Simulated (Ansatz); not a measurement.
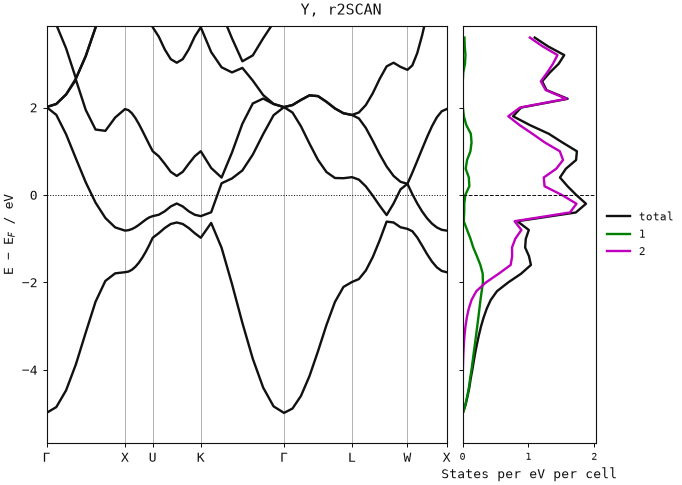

Band structure and density of states. Energies are counted from the Fermi level. The path runs straight from each named point to the next. The partial curves are projected on Löwdin-orthogonalised atomic shells.

Structure: Y, space group Fm-3m (No. 225), 1 atom in the cell.

Computed with Ansatz 0.2.0: DFT, r2SCAN, PAW with Ansatz's default frozen-core files, scalar-relativistic, no spin polarisation, 12×12×12 k mesh, 500 eV cutoff.

The numbered curves are projections. Which is which? The candidates: Y 4d, Y 5s.

Answer. 1 is Y 5s; 2 is Y 4d.

Does this material conduct, going by its bands?

Answer. A metal: 1 band crosses the Fermi level along this path.

The run has no spin polarisation, and a density of states this high at the Fermi level may favour a magnetic state.
